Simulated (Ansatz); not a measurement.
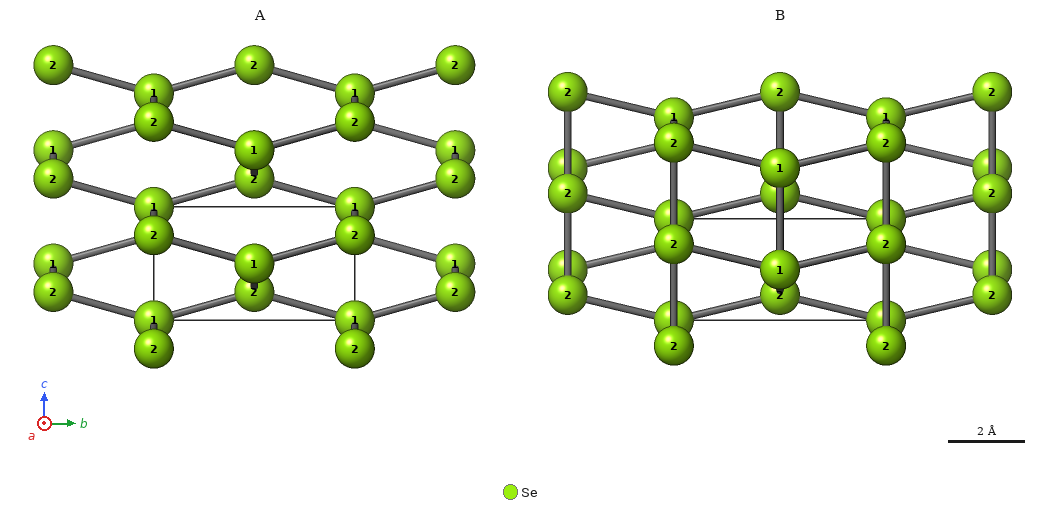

Two geometries of solid Se (built on the beta-tin_141 type), drawn at one scale. One is the start of a relaxation, the other its converged end. The picture is a ball-and-stick view of the conventional cell (2 times the calculation's cell), repeated 1 × 1 × 2 with one cell outlined, seen along the a axis. Lengths and directions refer to the drawn axes.

Computed with Ansatz 0.2.0, DFT PBEsol, scalar-relativistic, plane waves, PAW. Settings: plane-wave cutoff 420 eV; k-point mesh 16 × 16 × 16; occupations gaussian; smearing width 0.1 eV; no spin polarisation; cell and atoms relaxed; force threshold 0.01 eV/Å; at most 80 steps.

Question: Which one is relaxed?

Answer: Structure B is the relaxed one. Case: beta-tin type (I4_1/amd, No. 141). The atoms keep their places relative to the cell (all moves are under 0.005 Å). The drawn cell changes as follows: a = b 5.348 → 5.649 Å (+5.6 %), c 3.018 → 2.701 Å (−10.5 %); the volume changes by −0.2 %. Some distances before and after: Se1–Se1 3.018 → 2.701 Å, Se1–Se2 2.779 → 2.904 Å. Bond angles that change, for instance: Se2–Se1–Se2 148.5° → 153.1°. The space group stays I4_1/amd (No. 141). Over 8 accepted moves (12 points after the start) the energy falls by 38.7 meV per atom. All forces vanish by symmetry, so only the cell relaxes. The pressure goes from −0.24 to −0.01 GPa. The line search rejected the trial steps at points 5, 7, 9 of the run. The SCF was repeated once at an unchanged geometry on a basis and grid sized afresh for the cell, which shifted the energy by less than 0.05 meV per atom at most. The run took roughly 90 core-seconds on a shared host.
